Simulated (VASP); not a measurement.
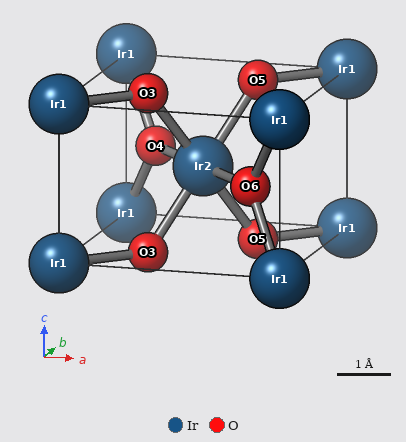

Figure 1. The input geometry (ball-and-stick view of the cell of the calculation, seen slightly off an axis; atoms are numbered from 1 in the order of the input). An atom can appear more than once, as a periodic image. Near neighbours in the periodic cell (some may lie outside the picture): Ir has 6 O at 1.94 to 1.97 Å; O has 3 Ir at 1.94 to 1.97 Å.

## IrO2: geometry relaxation (part 1 of 3)

The run: geometry relaxation of IrO2 (P4₂/mnm, 6 atoms in the cell). Method and program: Kohn-Sham DFT of a periodic cell, LDA, VASP PAW LDA potentials, recommended, no spin polarisation (VASP 6.6.1).

The structure derives from an entry of the Crystallography Open Database.

### OSZICAR
```
N       E                     dE             d eps       ncg     rms          rms(c)
DAV:   1     0.528991461479E+03    0.52899E+03   -0.23344E+04  5250   0.189E+03
DAV:   2     0.133836935421E+02   -0.51561E+03   -0.50499E+03  5337   0.511E+02
DAV:   3    -0.537459884724E+02   -0.67130E+02   -0.65491E+02  8167   0.178E+02
DAV:   4    -0.564715390114E+02   -0.27256E+01   -0.26958E+01  6533   0.351E+01
DAV:   5    -0.565522295570E+02   -0.80691E-01   -0.80592E-01  7043   0.607E+00    0.530E+01
RMM:   6    -0.488740727438E+02    0.76782E+01   -0.38769E+01  5623   0.430E+01    0.267E+01
RMM:   7    -0.487126972820E+02    0.16138E+00   -0.38143E+00  5297   0.206E+01    0.117E+01
RMM:   8    -0.488074451244E+02   -0.94748E-01   -0.18411E+00  6294   0.689E+00    0.257E+00
RMM:   9    -0.488200275331E+02   -0.12582E-01   -0.26580E-01  5690   0.333E+00    0.711E-01
RMM:  10    -0.488224484542E+02   -0.24209E-02   -0.92551E-02  5964   0.207E+00    0.528E-01
RMM:  11    -0.488209099330E+02    0.15385E-02   -0.17971E-02  5995   0.940E-01    0.156E-01
RMM:  12    -0.488209300069E+02   -0.20074E-04   -0.53458E-03  5693   0.383E-01    0.395E-02
RMM:  13    -0.488209918808E+02   -0.61874E-04   -0.10452E-03  6247   0.180E-01    0.467E-02
RMM:  14    -0.488210194271E+02   -0.27546E-04   -0.28564E-04  6166   0.864E-02    0.434E-02
RMM:  15    -0.488210107443E+02    0.86829E-05   -0.70353E-05  5805   0.577E-02    0.783E-03
RMM:  16    -0.488210132826E+02   -0.25384E-05   -0.26052E-05  6877   0.216E-02    0.664E-03
RMM:  17    -0.488210135290E+02   -0.24635E-06   -0.35111E-06  5457   0.753E-03    0.474E-03
RMM:  18    -0.488210135986E+02   -0.69652E-07   -0.84005E-07  3953   0.433E-03
   1 F= -.48821014E+02 E0= -.48815211E+02  d E =-.488210E+02
       N       E                     dE             d eps       ncg     rms          rms(c)
DAV:   1    -0.490197952753E+02   -0.19878E+00   -0.79724E+00  5981   0.286E+01    0.466E+00
RMM:   2    -0.488161487041E+02    0.20365E+00   -0.40636E-01  5250   0.525E+00    0.260E+00
RMM:   3    -0.487970050014E+02    0.19144E-01   -0.47232E-01  5254   0.478E+00    0.977E-01
RMM:   4    -0.487926830576E+02    0.43219E-02   -0.50396E-02  5292   0.234E+00    0.669E-01
RMM:   5    -0.487937392276E+02   -0.10562E-02   -0.11689E-02  5519   0.758E-01    0.268E-01
RMM:   6    -0.487926687500E+02    0.10705E-02   -0.81854E-03  5862   0.637E-01    0.271E-01
RMM:   7    -0.487928295881E+02   -0.16084E-03   -0.24920E-03  6371   0.342E-01    0.147E-01
RMM:   8    -0.487925443479E+02    0.28524E-03   -0.16540E-03  5557   0.267E-01    0.699E-02
RMM:   9    -0.487925711157E+02   -0.26768E-04   -0.23274E-04  6172   0.107E-01    0.589E-02
RMM:  10    -0.487925402928E+02    0.30823E-04   -0.69532E-05  5371   0.585E-02    0.135E-02
RMM:  11    -0.487925405616E+02   -0.26886E-06   -0.25009E-05  6335   0.300E-02    0.556E-03
RMM:  12    -0.487925408950E+02   -0.33338E-06   -0.28120E-06  5673   0.111E-02    0.309E-03
RMM:  13    -0.487925410177E+02   -0.12265E-06   -0.28356E-06  5522   0.997E-03    0.309E-03
RMM:  14    -0.487925410567E+02   -0.39041E-07   -0.33738E-07  3441   0.433E-03
   2 F= -.48792541E+02 E0= -.48786362E+02  d E =0.284725E-01
       N       E                     dE             d eps       ncg     rms          rms(c)
DAV:   1    -0.489362861512E+02   -0.14375E+00   -0.37956E+00  5498   0.199E+01    0.342E+00
RMM:   2    -0.488400838986E+02    0.96202E-01   -0.19765E-01  5250   0.365E+00    0.168E+00
RMM:   3    -0.488306993140E+02    0.93846E-02   -0.21439E-01  5252   0.325E+00    0.614E-01
RMM:   4    -0.488302546051E+02    0.44471E-03   -0.14615E-02  5338   0.131E+00    0.650E-01
RMM:   5    -0.488306792375E+02   -0.42463E-03   -0.60776E-03  5737   0.640E-01    0.508E-01
RMM:   6    -0.488310348371E+02   -0.35560E-03   -0.33953E-02  7370   0.123E+00    0.393E-01
RMM:   7    -0.488291168664E+02    0.19180E-02   -0.22270E-02  6228   0.944E-01    0.187E-01
RMM:   8    -0.488285550325E+02    0.56183E-03   -0.13222E-03  5302   0.273E-01    0.111E-01
RMM:   9    -0.488284966358E+02    0.58397E-04   -0.54634E-04  5469   0.173E-01    0.111E-02
RMM:  10    -0.488285070417E+02   -0.10406E-04   -0.11620E-04  5866   0.795E-02    0.812E-03
RMM:  11    -0.488285081330E+02   -0.10913E-05   -0.14729E-05  5793   0.267E-02    0.703E-03
RMM:  12    -0.488285080868E+02    0.46180E-07   -0.41786E-06  5574   0.153E-02    0.676E-03
RMM:  13    -0.488285081968E+02   -0.10998E-06   -0.28816E-06  5503   0.125E-02    0.327E-03
RMM:  14    -0.488285081628E+02    0.33966E-07   -0.35890E-07  3512   0.437E-03
   3 F= -.48828508E+02 E0= -.48822590E+02  d E =-.749456E-02
       N       E                     dE             d eps       ncg     rms          rms(c)
DAV:   1    -0.488285170028E+02   -0.88060E-05   -0.30115E-04  7043   0.180E-01    0.319E-02
RMM:   2    -0.488285088133E+02    0.81895E-05   -0.16542E-05  5250   0.336E-02    0.162E-02
RMM:   3    -0.488285080673E+02    0.74603E-06   -0.18703E-05  5278   0.303E-02    0.621E-03
RMM:   4    -0.488285079213E+02    0.14594E-06   -0.14383E-06  5365   0.124E-02    0.506E-03
RMM:   5    -0.488285079533E+02   -0.31956E-07   -0.51706E-07  4014   0.551E-03
   4 F= -.48828508E+02 E0= -.48822593E+02  d E =-.749435E-02
       N       E                     dE             d eps       ncg     rms          rms(c)
DAV:   1    -0.488290382607E+02   -0.53034E-03   -0.69563E-02  5285   0.210E+00    0.201E-01
RMM:   2    -0.488286856461E+02    0.35261E-03   -0.20499E-03  5280   0.417E-01    0.140E-01
RMM:   3    -0.488285346018E+02    0.15104E-03   -0.82736E-04  5341   0.223E-01    0.261E-02
RMM:   4    -0.488285415311E+02   -0.69293E-05   -0.17294E-04  5868   0.104E-01    0.177E-02
RMM:   5    -0.488285409408E+02    0.59025E-06   -0.32681E-05  5730   0.444E-02    0.736E-03
RMM:   6    -0.488285409157E+02    0.25128E-07   -0.70484E-06  6149   0.191E-02    0.482E-03
RMM:   7    -0.488285408629E+02    0.52823E-07   -0.17559E-06  5534   0.884E-03    0.227E-03
RMM:   8    -0.488285408863E+02   -0.23372E-07   -0.25408E-07  3285   0.416E-03
   5 F= -.48828541E+02 E0= -.48822614E+02  d E =-.329330E-04
       N       E                     dE             d eps       ncg     rms          rms(c)
DAV:   1    -0.488287389302E+02   -0.19807E-03   -0.14999E-02  5331   0.976E-01    0.933E-02
RMM:   2    -0.488286629058E+02    0.76024E-04   -0.44137E-04  5284   0.193E-01    0.648E-02
RMM:   3    -0.488286303854E+02    0.32520E-04   -0.17882E-04  5341   0.104E-01    0.120E-02
RMM:   4    -0.488286318937E+02   -0.15082E-05   -0.36600E-05  5856   0.481E-02    0.818E-03
RMM:   5    -0.488286317745E+02    0.11913E-06   -0.70452E-06  5714   0.206E-02    0.345E-03
RMM:   6    -0.488286317584E+02    0.16102E-07   -0.14619E-06  5388   0.886E-03    0.225E-03
RMM:   7    -0.488286317437E+02    0.14732E-07   -0.35773E-07  3596   0.448E-03
   6 F= -.48828632E+02 E0= -.48822710E+02  d E =-.123790E-03
       N       E                     dE             d eps       ncg     rms          rms(c)
DAV:   1    -0.488286733884E+02   -0.41630E-04   -0.45238E-03  5283   0.553E-01    0.367E-02
RMM:   2    -0.488286541570E+02    0.19231E-04   -0.10161E-04  5250   0.873E-02    0.276E-02
RMM:   3    -0.488286494132E+02    0.47438E-05   -0.42570E-05  5334   0.511E-02    0.571E-03
RMM:   4    -0.488286502240E+02   -0.81076E-06   -0.10889E-05  6176   0.256E-02    0.596E-03
RMM:   5    -0.488286501118E+02    0.11222E-06   -0.17516E-06  5437   0.952E-03    0.223E-03
RMM:   6    -0.488286501370E+02   -0.25191E-07   -0.40903E-07  3648   0.499E-03
   7 F= -.48828650E+02 E0= -.48822727E+02  d E =-.183933E-04
       N       E                     dE             d eps       ncg     rms          rms(c)
DAV:   1    -0.488286529159E+02   -0.28041E-05   -0.43472E-04  5520   0.172E-01    0.112E-02
RMM:   2    -0.488286511841E+02    0.17318E-05   -0.96666E-06  5250   0.271E-02    0.827E-03
RMM:   3    -0.488286507779E+02    0.40619E-06   -0.41721E-06  5370   0.157E-02    0.172E-03
RMM:   4    -0.488286508493E+02   -0.71354E-07   -0.96032E-07  5049   0.769E-03
   8 F= -.48828651E+02 E0= -.48822727E+02  d E =-.191056E-04
       N       E                     dE             d eps       ncg     rms          rms(c)
DAV:   1    -0.488286510598E+02   -0.28191E-06   -0.33410E-05  5937   0.482E-02    0.303E-03
RMM:   2    -0.488286509098E+02    0.15003E-06   -0.75445E-07  4991   0.765E-03    0.206E-03
RMM:   3    -0.488286508799E+02    0.29852E-07   -0.32521E-07  3288   0.429E-03
   9 F= -.48828651E+02 E0= -.48822727E+02  d E =-.191362E-04
       N       E                     dE             d eps       ncg     rms          rms(c)
DAV:   1    -0.488286708188E+02   -0.19909E-04   -0.16549E-03  5260   0.367E-01    0.520E-02
RMM:   2    -0.488286537434E+02    0.17075E-04   -0.38985E-05  5254   0.536E-02    0.333E-02
RMM:   3    -0.488286503861E+02    0.33573E-05   -0.38153E-05  5286   0.460E-02    0.535E-03
RMM:   4    -0.488286502340E+02    0.15212E-06   -0.39414E-06  5403   0.230E-02    0.628E-03
RMM:   5    -0.488286503172E+02   -0.83223E-07   -0.15815E-06  5611   0.739E-03    0.329E-03
RMM:   6    -0.488286503012E+02    0.16010E-07   -0.26010E-07  3225   0.358E-03
  10 F= -.48828650E+02 E0= -.48822730E+02  d E =0.578761E-06
       N       E                     dE             d eps       ncg     rms          rms(c)
DAV:   1    -0.488286591135E+02   -0.87963E-05   -0.44699E-04  5280   0.190E-01    0.262E-02
RMM:   2    -0.488286542895E+02    0.48240E-05   -0.11030E-05  5254   0.281E-02    0.170E-02
RMM:   3    -0.488286533141E+02    0.97537E-06   -0.97656E-06  5277   0.237E-02    0.266E-03
RMM:   4    -0.488286533149E+02   -0.76170E-09   -0.10846E-06  5375   0.118E-02    0.328E-03
RMM:   5    -0.488286533252E+02   -0.10320E-07   -0.33888E-07  3356   0.368E-03
  11 F= -.48828653E+02 E0= -.48822731E+02  d E =-.244526E-05
```

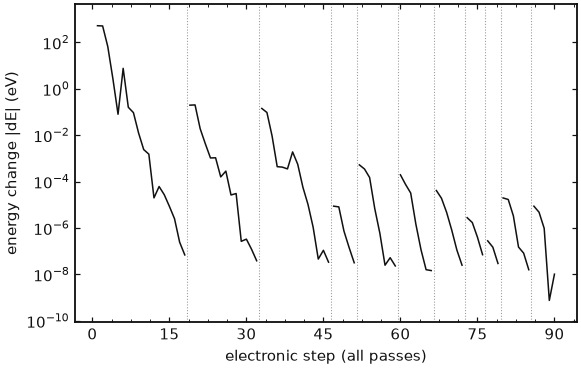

Figure 2. Convergence of the self-consistent field: energy change |dE| against the electronic step. Each stretch between dotted lines is the SCF of one geometry step of a relaxation. The 11 ionic steps take 3 to 18 electronic steps each. The density is held fixed in the first few steps, and dE rises again when its update begins.

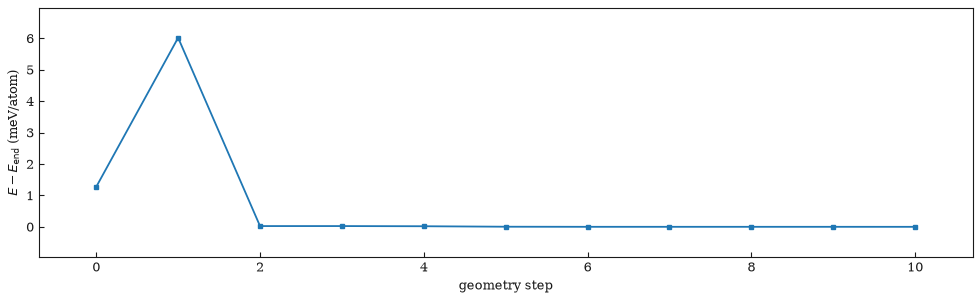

Figure 3. Progress of the relaxation, step by step (steps are counted from 0). The atoms keep their places relative to the cell (all moves are under 0.005 Å). The volume changes by +1.1 %, with a = b 4.433 → 4.450 Å (+0.4 %), c 3.138 → 3.148 Å (+0.3 %). Distances before and after: Ir1–O4 1.973 → 1.980 Å, Ir1–O3 1.938 → 1.945 Å. The space group stays P4_2/mnm (No. 136). After 10 geometry steps the energy has fallen by 1.3 meV per atom. The largest force component goes from 0.016 to 0.00028 eV/Å. (Atoms are counted from 1 in the order of the input.)

### Parts of OUTCAR
```
PREC = Accurate
   ENCUT = 600
   EDIFF = 1E-7
   ISMEAR = 0
   LREAL = False
   LASPH = True
   NELM = 100
   ISIF = 3
   IBRION = 2
   NSW = 100
   EDIFFG = -0.002

 ion  position               nearest neighbor table
   1  0.000  0.000  0.000-   3 1.94   5 1.94   4 1.97   6 1.97   4 1.97   6 1.97
   2  0.500  0.500  0.500-   4 1.94   6 1.94   5 1.97   3 1.97   3 1.97   5 1.97
   3  0.309  0.309  0.000-   1 1.94   2 1.97   2 1.97
   4  0.191  0.809  0.500-   2 1.94   1 1.97   1 1.97
   5  0.691  0.691  0.000-   1 1.94   2 1.97   2 1.97
   6  0.809  0.191  0.500-   2 1.94   1 1.97   1 1.97

  LATTYP: Found a simple tetragonal cell.
 ALAT       =     4.4328503462
 C/A-ratio  =     0.7078551336

  Lattice vectors:

 A1 = (   4.4328503462,   0.0000000000,   0.0000000000)
 A2 = (   0.0000000000,   4.4328503462,   0.0000000000)
 A3 = (   0.0000000000,   0.0000000000,   3.1378158739)

Analysis of symmetry for initial positions (statically):
=====================================================================
 Subroutine PRICEL returns:
 Original cell was already a primitive cell.

 Routine SETGRP: Setting up the symmetry group for a
 simple tetragonal supercell.

 Subroutine GETGRP returns: Found 16 space group operations
 (whereof  8 operations were pure point group operations)
 out of a pool of 16 trial point group operations.

The static configuration has the point symmetry D_2h.
 The point group associated with its full space group is D_4h.

Analysis of symmetry for dynamics (positions and initial velocities):
=====================================================================
 Subroutine PRICEL returns:
 Original cell was already a primitive cell.

 Routine SETGRP: Setting up the symmetry group for a
 simple tetragonal supercell.

 Subroutine GETGRP returns: Found 16 space group operations
 (whereof  8 operations were pure point group operations)
 out of a pool of 16 trial point group operations.

The dynamic configuration has the point symmetry D_2h.
 The point group associated with its full space group is D_4h.

 Subroutine INISYM returns: Found 16 space group operations
 (whereof  8 operations are pure point group operations),
 and found     1 'primitive' translations

----------------------------------------------------------------------------------------

                                     Primitive cell

  volume of cell :      61.6586

  direct lattice vectors                    reciprocal lattice vectors
     4.432850346  0.000000000  0.000000000     0.225588486  0.000000000  0.000000000
     0.000000000  4.432850346  0.000000000     0.000000000  0.225588486  0.000000000
     0.000000000  0.000000000  3.137815874     0.000000000  0.000000000  0.318693015

  length of vectors
     4.432850346  4.432850346  3.137815874     0.225588486  0.225588486  0.318693015

  position of ions in fractional coordinates (direct lattice)
     0.000000000  0.000000000  0.000000000
     0.500000000  0.500000000  0.500000000
     0.309103253  0.309103253  0.000000000
     0.190896747  0.809103253  0.500000000
     0.690896747  0.690896747  0.000000000
     0.809103253  0.190896747  0.500000000

  ion indices of the primitive-cell ions
   primitive index   ion index
                 1           1
                 2           2
                 3           3
                 4           4
                 5           5
                 6           6

----------------------------------------------------------------------------------------

 KPOINTS: regular mesh

Automatic generation of k-mesh.
 Grid dimensions read from file:
 generate k-points for:    8    8   12

 Generating k-lattice:

  Cartesian coordinates                     Fractional coordinates (reciprocal lattice)
     0.028198561  0.000000000  0.000000000     0.125000000  0.000000000  0.000000000
     0.000000000  0.028198561  0.000000000     0.000000000  0.125000000  0.000000000
     0.000000000  0.000000000  0.026557751     0.000000000  0.000000000  0.083333333

  Length of vectors
     0.028198561  0.028198561  0.026557751

  Shift w.r.t. Gamma in fractional coordinates (k-lattice)
     0.000000000  0.000000000  0.000000000

 Subroutine IBZKPT returns following result:
 ===========================================

 Found    105 irreducible k-points:

 Following reciprocal coordinates:
            Coordinates               Weight
  0.000000  0.000000  0.000000      1.000000
  0.125000  0.000000  0.000000      4.000000
  0.250000  0.000000  0.000000      4.000000
  0.375000  0.000000  0.000000      4.000000
  0.500000  0.000000  0.000000      2.000000
  0.125000  0.125000  0.000000      4.000000
  0.250000  0.125000  0.000000      8.000000
  0.375000  0.125000  0.000000      8.000000
  0.500000  0.125000  0.000000      4.000000
  0.250000  0.250000  0.000000      4.000000
  0.375000  0.250000  0.000000      8.000000
  0.500000  0.250000  0.000000      4.000000
  0.375000  0.375000  0.000000      4.000000
  0.500000  0.375000  0.000000      4.000000
  0.500000  0.500000  0.000000      1.000000
  0.000000  0.000000  0.083333      2.000000
  0.125000  0.000000  0.083333      8.000000
  0.250000  0.000000  0.083333      8.000000
  0.375000  0.000000  0.083333      8.000000
  0.500000  0.000000  0.083333      4.000000
  0.125000  0.125000  0.083333      8.000000
  0.250000  0.125000  0.083333     16.000000
  0.375000  0.125000  0.083333     16.000000
  0.500000  0.125000  0.083333      8.000000
 [... further k-points ...]
```
